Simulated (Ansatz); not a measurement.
## Run report: Ni, single-point calculation (part 2 of 2)

Continued. System: Ni (Fm-3m, 1 atom in the cell). Method: DFT, r2SCAN, PAW, plane waves, scalar-relativistic, spin-polarised (Ansatz 0.2.0); cutoff 500 eV, 14×14×14 k-mesh, Gaussian smearing of 0.1 eV, collinear spins. The structure derives from an entry of the Crystallography Open Database. The run did not end well. It belongs to a series of runs on one base structure; here: beta lowered to 0.125.

Geometry of the input (Å; fractional positions):
```
0.0000  1.7673  1.7673
1.7673  0.0000  1.7673
1.7673  1.7673  0.0000
Ni 0.0000  0.0000  0.0000
```

### Output, continued
```
SCF iter  45: F=-5845.277260 eV  HF=-5845.276894 eV  |F-HF|=3.66e-4  |Δ(HF+E_count)|=   7.73e-5  Δρ=2.86e-4 (↑1.67e-4 ↓2.86e-4)  dr2=2.82e-6  dr2_τ=7.14e-8  dr2_m=2.99e-6  M=0.763 μB ∫|m|=0.949 μB  β_m=0.50  ethr=1.93e-8  ⟨swp⟩=2.0  Hψ=3058  notcnv=0  defer=23
SCF iter  46: F=-5845.277265 eV  HF=-5845.276959 eV  |F-HF|=3.06e-4  |Δ(HF+E_count)|=   6.47e-5  Δρ=2.59e-4 (↑1.52e-4 ↓2.59e-4)  dr2=2.29e-6  dr2_τ=5.75e-8  dr2_m=2.50e-6  M=0.763 μB ∫|m|=0.948 μB  β_m=0.50  ethr=1.57e-8  ⟨swp⟩=2.0  Hψ=3049  notcnv=0  defer=23
SCF iter  47: F=-5845.277269 eV  HF=-5845.277013 eV  |F-HF|=2.56e-4  |Δ(HF+E_count)|=   5.42e-5  Δρ=2.35e-4 (↑1.38e-4 ↓2.35e-4)  dr2=1.86e-6  dr2_τ=4.62e-8  dr2_m=2.10e-6  M=0.763 μB ∫|m|=0.948 μB  β_m=0.50  ethr=1.27e-8  ⟨swp⟩=2.0  Hψ=3057  notcnv=0  defer=23
SCF iter  48: F=-5845.277273 eV  HF=-5845.277058 eV  |F-HF|=2.15e-4  |Δ(HF+E_count)|=   4.53e-5  Δρ=2.13e-4 (↑1.25e-4 ↓2.13e-4)  dr2=1.51e-6  dr2_τ=3.72e-8  dr2_m=1.76e-6  M=0.763 μB ∫|m|=0.947 μB  β_m=0.50  ethr=1.04e-8  ⟨swp⟩=2.0  Hψ=3070  notcnv=0  defer=24
SCF iter  49: F=-5845.277276 eV  HF=-5845.277096 eV  |F-HF|=1.80e-4  |Δ(HF+E_count)|=   3.80e-5  Δρ=1.93e-4 (↑1.13e-4 ↓1.93e-4)  dr2=1.23e-6  dr2_τ=2.99e-8  dr2_m=1.47e-6  M=0.763 μB ∫|m|=0.947 μB  β_m=0.50  ethr=8.41e-9  ⟨swp⟩=2.1  Hψ=3088  notcnv=0  defer=25
SCF iter  50: F=-5845.277278 eV  HF=-5845.277128 eV  |F-HF|=1.50e-4  |Δ(HF+E_count)|=   3.18e-5  Δρ=1.75e-4 (↑1.03e-4 ↓1.75e-4)  dr2=1.00e-6  dr2_τ=2.41e-8  dr2_m=1.23e-6  M=0.763 μB ∫|m|=0.947 μB  β_m=0.50  ethr=6.84e-9  ⟨swp⟩=2.0  Hψ=3095  notcnv=0  defer=25
SCF iter  51: F=-5845.277280 eV  HF=-5845.277155 eV  |F-HF|=1.26e-4  |Δ(HF+E_count)|=   2.66e-5  Δρ=1.58e-4 (↑9.32e-5 ↓1.58e-4)  dr2=8.15e-7  dr2_τ=1.94e-8  dr2_m=1.03e-6  M=0.762 μB ∫|m|=0.946 μB  β_m=0.50  ethr=5.56e-9  ⟨swp⟩=2.1  Hψ=3117  notcnv=0  defer=25
SCF iter  52: F=-5845.277282 eV  HF=-5845.277177 eV  |F-HF|=1.05e-4  |Δ(HF+E_count)|=   2.23e-5  Δρ=1.44e-4 (↑8.47e-5 ↓1.44e-4)  dr2=6.64e-7  dr2_τ=1.56e-8  dr2_m=8.65e-7  M=0.762 μB ∫|m|=0.946 μB  β_m=0.50  ethr=4.53e-9  ⟨swp⟩=2.1  Hψ=3147  notcnv=0  defer=26
SCF iter  53: F=-5845.277284 eV  HF=-5845.277195 eV  |F-HF|=8.83e-5  |Δ(HF+E_count)|=   1.86e-5  Δρ=1.30e-4 (↑7.69e-5 ↓1.30e-4)  dr2=5.41e-7  dr2_τ=1.26e-8  dr2_m=7.25e-7  M=0.762 μB ∫|m|=0.946 μB  β_m=0.50  ethr=3.69e-9  ⟨swp⟩=2.1  Hψ=3167  notcnv=0  defer=26
SCF iter  54: F=-5845.277285 eV  HF=-5845.277211 eV  |F-HF|=7.39e-5  |Δ(HF+E_count)|=   1.56e-5  Δρ=1.18e-4 (↑6.99e-5 ↓1.18e-4)  dr2=4.41e-7  dr2_τ=1.01e-8  dr2_m=6.08e-7  M=0.762 μB ∫|m|=0.945 μB  β_m=0.50  ethr=3.00e-9  ⟨swp⟩=2.1  Hψ=3206  notcnv=0  defer=26
SCF iter  55: F=-5845.277286 eV  HF=-5845.277224 eV  |F-HF|=6.19e-5  |Δ(HF+E_count)|=   1.31e-5  Δρ=1.07e-4 (↑6.35e-5 ↓1.07e-4)  dr2=3.60e-7  dr2_τ=8.14e-9  dr2_m=5.09e-7  M=0.762 μB ∫|m|=0.945 μB  β_m=0.50  ethr=2.45e-9  ⟨swp⟩=2.2  Hψ=3275  notcnv=0  defer=26
SCF iter  56: F=-5845.277287 eV  HF=-5845.277235 eV  |F-HF|=5.19e-5  |Δ(HF+E_count)|=   1.09e-5  Δρ=9.73e-5 (↑5.77e-5 ↓9.73e-5)  dr2=2.94e-7  dr2_τ=6.55e-9  dr2_m=4.27e-7  M=0.762 μB ∫|m|=0.945 μB  β_m=0.50  ethr=2.00e-9  ⟨swp⟩=2.2  Hψ=3330  notcnv=0  defer=26
SCF iter  57: F=-5845.277288 eV  HF=-5845.277244 eV  |F-HF|=4.34e-5  |Δ(HF+E_count)|=   9.16e-6  Δρ=8.83e-5 (↑5.25e-5 ↓8.83e-5)  dr2=2.39e-7  dr2_τ=5.28e-9  dr2_m=3.58e-7  M=0.762 μB ∫|m|=0.945 μB  β_m=0.50  ethr=1.63e-9  ⟨swp⟩=2.3  Hψ=3386  notcnv=0  defer=26
SCF iter  58: F=-5845.277288 eV  HF=-5845.277252 eV  |F-HF|=3.64e-5  |Δ(HF+E_count)|=   7.67e-6  Δρ=8.02e-5 (↑4.78e-5 ↓8.02e-5)  dr2=1.95e-7  dr2_τ=4.25e-9  dr2_m=3.00e-7  M=0.762 μB ∫|m|=0.945 μB  β_m=0.50  ethr=1.33e-9  ⟨swp⟩=2.3  Hψ=3451  notcnv=0  defer=26
SCF iter  59: F=-5845.277289 eV  HF=-5845.277258 eV  |F-HF|=3.05e-5  |Δ(HF+E_count)|=   6.42e-6  Δρ=7.29e-5 (↑4.35e-5 ↓7.29e-5)  dr2=1.59e-7  dr2_τ=3.42e-9  dr2_m=2.52e-7  M=0.762 μB ∫|m|=0.944 μB  β_m=0.50  ethr=1.09e-9  ⟨swp⟩=2.3  Hψ=3479  notcnv=0  defer=26
SCF iter  60: F=-5845.277289 eV  HF=-5845.277264 eV  |F-HF|=2.55e-5  |Δ(HF+E_count)|=   5.37e-6  Δρ=6.62e-5 (↑3.96e-5 ↓6.62e-5)  dr2=1.30e-7  dr2_τ=2.76e-9  dr2_m=2.12e-7  M=0.762 μB ∫|m|=0.944 μB  β_m=0.50  ethr=8.86e-10  ⟨swp⟩=2.3  Hψ=3532  notcnv=0  defer=26
SCF iter  61: F=-5845.277290 eV  HF=-5845.277268 eV  |F-HF|=2.14e-5  |Δ(HF+E_count)|=   4.50e-6  Δρ=6.02e-5 (↑3.61e-5 ↓6.02e-5)  dr2=1.07e-7  dr2_τ=2.22e-9  dr2_m=1.78e-7  M=0.762 μB ∫|m|=0.944 μB  β_m=0.50  ethr=7.25e-10  ⟨swp⟩=2.3  Hψ=3601  notcnv=0  defer=26
SCF iter  62: F=-5845.277290 eV  HF=-5845.277272 eV  |F-HF|=1.79e-5  |Δ(HF+E_count)|=   3.77e-6  Δρ=5.47e-5 (↑3.29e-5 ↓5.47e-5)  dr2=8.75e-8  dr2_τ=1.79e-9  dr2_m=1.49e-7  M=0.762 μB ∫|m|=0.944 μB  β_m=0.50  ethr=5.56e-10  ⟨swp⟩=4.0  Hψ=9156  notcnv=0
SCF iter  63: F=-5845.277290 eV  HF=-5845.277275 eV  |F-HF|=1.50e-5  |Δ(HF+E_count)|=   3.16e-6  Δρ=4.98e-5 (↑3.00e-5 ↓4.98e-5)  dr2=7.15e-8  dr2_τ=1.44e-9  dr2_m=1.25e-7  M=0.762 μB ∫|m|=0.944 μB  β_m=0.50  ethr=4.86e-10  ⟨swp⟩=4.0  Hψ=9006  notcnv=0
SCF iter  64: F=-5845.277290 eV  HF=-5845.277278 eV  |F-HF|=1.26e-5  |Δ(HF+E_count)|=   2.64e-6  Δρ=4.53e-5 (↑2.73e-5 ↓4.53e-5)  dr2=5.86e-8  dr2_τ=1.16e-9  dr2_m=1.05e-7  M=0.762 μB ∫|m|=0.944 μB  β_m=0.50  ethr=3.97e-10  ⟨swp⟩=4.0  Hψ=8944  notcnv=0
SCF iter  65: F=-5845.277290 eV  HF=-5845.277280 eV  |F-HF|=1.05e-5  |Δ(HF+E_count)|=   2.21e-6  Δρ=4.12e-5 (↑2.49e-5 ↓4.12e-5)  dr2=4.81e-8  dr2_τ=9.39e-10  dr2_m=8.85e-8  M=0.761 μB ∫|m|=0.944 μB  β_m=0.50  ethr=3.25e-10  ⟨swp⟩=4.0  Hψ=8830  notcnv=0
SCF iter  66: F=-5845.277291 eV  HF=-5845.277282 eV  |F-HF|=8.83e-6  |Δ(HF+E_count)|=   1.85e-6  Δρ=3.75e-5 (↑2.28e-5 ↓3.75e-5)  dr2=3.95e-8  dr2_τ=7.57e-10  dr2_m=7.44e-8  M=0.761 μB ∫|m|=0.944 μB  β_m=0.50  ethr=2.67e-10  ⟨swp⟩=4.0  Hψ=8708  notcnv=0
SCF iter  67: F=-5845.277291 eV  HF=-5845.277283 eV  |F-HF|=7.40e-6  |Δ(HF+E_count)|=   1.55e-6  Δρ=3.42e-5 (↑2.08e-5 ↓3.42e-5)  dr2=3.24e-8  dr2_τ=6.11e-10  dr2_m=6.25e-8  M=0.761 μB ∫|m|=0.943 μB  β_m=0.50  ethr=2.19e-10  ⟨swp⟩=3.9  Hψ=8616  notcnv=0
SCF iter  68: F=-5845.277291 eV  HF=-5845.277285 eV  |F-HF|=6.20e-6  |Δ(HF+E_count)|=   1.30e-6  Δρ=3.11e-5 (↑1.89e-5 ↓3.11e-5)  dr2=2.67e-8  dr2_τ=4.94e-10  dr2_m=5.25e-8  M=0.761 μB ∫|m|=0.943 μB  β_m=0.50  ethr=1.80e-10  ⟨swp⟩=3.9  Hψ=8499  notcnv=0
SCF iter  69: F=-5845.277291 eV  HF=-5845.277286 eV  |F-HF|=5.20e-6  |Δ(HF+E_count)|=   1.09e-6  Δρ=2.83e-5 (↑1.73e-5 ↓2.83e-5)  dr2=2.20e-8  dr2_τ=3.99e-10  dr2_m=4.41e-8  M=0.761 μB ∫|m|=0.943 μB  β_m=0.50  ethr=1.48e-10  ⟨swp⟩=3.9  Hψ=8399  notcnv=0
SCF iter  70: F=-5845.277291 eV  HF=-5845.277287 eV  |F-HF|=4.36e-6  |Δ(HF+E_count)|=   9.14e-7  Δρ=2.58e-5 (↑1.58e-5 ↓2.58e-5)  dr2=1.81e-8  dr2_τ=3.22e-10  dr2_m=3.71e-8  M=0.761 μB ∫|m|=0.943 μB  β_m=0.50  ethr=1.22e-10  ⟨swp⟩=3.8  Hψ=8260  notcnv=0
SCF iter  71: F=-5845.277291 eV  HF=-5845.277287 eV  |F-HF|=3.66e-6  |Δ(HF+E_count)|=   7.66e-7  Δρ=2.35e-5 (↑1.44e-5 ↓2.35e-5)  dr2=1.49e-8  dr2_τ=2.61e-10  dr2_m=3.12e-8  M=0.761 μB ∫|m|=0.943 μB  β_m=0.50  ethr=1.01e-10  ⟨swp⟩=3.8  Hψ=8154  notcnv=0
SCF iter  72: F=-5845.277291 eV  HF=-5845.277288 eV  |F-HF|=3.07e-6  |Δ(HF+E_count)|=   6.42e-7  Δρ=2.15e-5 (↑1.32e-5 ↓2.15e-5)  dr2=1.23e-8  dr2_τ=2.11e-10  dr2_m=2.62e-8  M=0.761 μB ∫|m|=0.943 μB  β_m=0.50  ethr=8.30e-11  ⟨swp⟩=3.7  Hψ=8040  notcnv=0
SCF iter  73: F=-5845.277291 eV  HF=-5845.277289 eV  |F-HF|=2.57e-6  |Δ(HF+E_count)|=   5.38e-7  Δρ=1.96e-5 (↑1.20e-5 ↓1.96e-5)  dr2=1.02e-8  dr2_τ=1.71e-10  dr2_m=2.20e-8  M=0.761 μB ∫|m|=0.943 μB  β_m=0.50  ethr=6.85e-11  ⟨swp⟩=3.7  Hψ=8013  notcnv=0
SCF iter  74: F=-5845.277291 eV  HF=-5845.277289 eV  |F-HF|=2.16e-6  |Δ(HF+E_count)|=   4.51e-7  Δρ=1.79e-5 (↑1.10e-5 ↓1.79e-5)  dr2=8.41e-9  dr2_τ=1.38e-10  dr2_m=1.85e-8  M=0.761 μB ∫|m|=0.943 μB  β_m=0.50  ethr=5.66e-11  ⟨swp⟩=3.5  Hψ=7840  notcnv=0
SCF iter  75: F=-5845.277291 eV  HF=-5845.277289 eV  |F-HF|=1.81e-6  |Δ(HF+E_count)|=   3.78e-7  Δρ=1.63e-5 (↑1.01e-5 ↓1.63e-5)  dr2=6.96e-9  dr2_τ=1.12e-10  dr2_m=1.56e-8  M=0.761 μB ∫|m|=0.943 μB  β_m=0.50  ethr=4.67e-11  ⟨swp⟩=3.5  Hψ=7791  notcnv=0
SCF iter  76: F=-5845.277291 eV  HF=-5845.277290 eV  |F-HF|=1.52e-6  |Δ(HF+E_count)|=   3.17e-7  Δρ=1.49e-5 (↑9.20e-6 ↓1.49e-5)  dr2=5.76e-9  dr2_τ=9.11e-11  dr2_m=1.31e-8  M=0.761 μB ∫|m|=0.943 μB  β_m=0.50  ethr=3.87e-11  ⟨swp⟩=3.4  Hψ=7707  notcnv=0
SCF iter  77: F=-5845.277291 eV  HF=-5845.277290 eV  |F-HF|=1.27e-6  |Δ(HF+E_count)|=   2.66e-7  Δρ=1.36e-5 (↑8.41e-6 ↓1.36e-5)  dr2=4.77e-9  dr2_τ=7.39e-11  dr2_m=1.10e-8  M=0.761 μB ∫|m|=0.943 μB  β_m=0.50  ethr=3.20e-11  ⟨swp⟩=3.3  Hψ=7662  notcnv=0
SCF iter  78: F=-5845.277291 eV  HF=-5845.277290 eV  |F-HF|=1.07e-6  |Δ(HF+E_count)|=   2.23e-7  Δρ=1.24e-5 (↑7.69e-6 ↓1.24e-5)  dr2=3.96e-9  dr2_τ=6.01e-11  dr2_m=9.26e-9  M=0.761 μB ∫|m|=0.943 μB  β_m=0.50  ethr=2.65e-11  ⟨swp⟩=3.3  Hψ=7607  notcnv=0
SCF iter  79: F=-5845.277291 eV  HF=-5845.277290 eV  |F-HF|=8.97e-7  |Δ(HF+E_count)|=   1.87e-7  Δρ=1.13e-5 (↑7.04e-6 ↓1.13e-5)  dr2=3.28e-9  dr2_τ=4.89e-11  dr2_m=7.79e-9  M=0.761 μB ∫|m|=0.943 μB  β_m=0.50  ethr=2.20e-11  ⟨swp⟩=3.2  Hψ=7588  notcnv=0
SCF iter  80: F=-5845.277291 eV  HF=-5845.277291 eV  |F-HF|=7.52e-7  |Δ(HF+E_count)|=   1.57e-7  Δρ=1.04e-5 (↑6.44e-6 ↓1.04e-5)  dr2=2.73e-9  dr2_τ=3.98e-11  dr2_m=6.55e-9  M=0.761 μB ∫|m|=0.943 μB  β_m=0.50  ethr=1.82e-11  ⟨swp⟩=3.1  Hψ=7556  notcnv=0
```

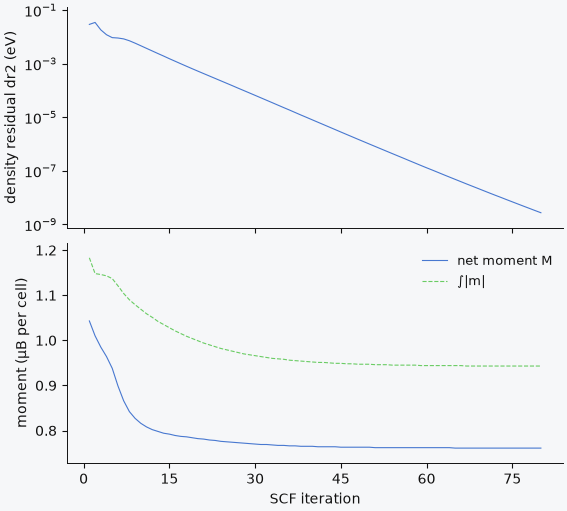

*Convergence of the self-consistent field: density residual dr2 and magnetic moment against the SCF iteration.*

The residual is still falling at the last step (down to 2.5 × 10⁻⁹), so the run was stopped before it got there. The net moment goes from 1.0 to 0.8 μB per cell.

```
Error: did not converge after 80 iterations: onsite_residual = 4.37e-7 (threshold 1.00e-7), under the density mixer `anderson`; raise `scf.max_iter`, which need not help a stalled SCF, or adjust the mixing (`scf.mixing`) or, under a smearing, its width (`scf.occupations.width`, in either direction: another width is another result); this SCF holds its density and magnetisation to the symmetry operations that it keeps, and cannot end on a state that breaks one of them: if the state sought breaks one, re-run with `crystal.symmetry.detect: false`, without `crystal.symmetry.time_reversal: true`, on a non-collinear deck whose state breaks time reversal, with `crystal.symmetry.time_reversal: false` beside it (there exact exchange or a DFT+U term alone can polarise the run; a magnetic state wants starting moments), where the deck allows it (that run may end on another state, and need not converge either); this run sums exchange and correlation on more points than the dense box has (`basis.xc_grid`), where a deck that converges on the dense box may not converge: try another level (where the key is left out runs that use forces, runs that use the stress, dielectric runs by a finite field, finite-displacement phonons, runs of phonons.displacement_patterns under a GGA or a meta-GGA, phonons by method: dfpt, dielectric runs by the response, runs on support functions, runs on PAW files under a meta-GGA or a hybrid on one, runs at kind: all_electron or under a hybrid on a GGA, runs under a text's formulas of a gradient, and runs on PAW files that evaluate rPW86 or Becke's exchange or LYP's correlation can take a finer level, which can go by the root key accuracy; a number is taken as typed), or, where it is served, `1`, the dense box, on which forces and the stress change with where the atoms sit on the grid; a lower level also moves a field's Born charges, by the response (dielectric, § Limitations, in the input reference) or by a finite field; under a meta-GGA, try another mixer (`scf.mixing.algorithm: broyden`); mind that the stability of the state on which such a run converges can go unchecked at the default of `scf.lower_state_search`; see `basis.xc_grid`, Limitations
```

### Outcome

| quantity | value |
| --- | --- |
| outcome | not converged |
| space group (tolerance 0.01 Å) | Fm-3m (225) |
| hardware | 2 threads of Arm Neoverse V2, 24 GiB of memory available, shared host |
| wall time | 12 s (CPU time 22 s) |
| peak memory | 0.26 GiB |

### What went wrong

The run did not converge: “did not converge after 80 iterations: onsite_residual = 4.37e-7 (threshold 1.00e-7), under the density mixer `anderson`; raise `scf.max_iter`, which need not help a stalled SCF, or adjust the mixing (`scf.mixing`) or, under a smearing, its width (`scf.occupations.width`, in either direction: another width is another result) …” Its last values are not results.
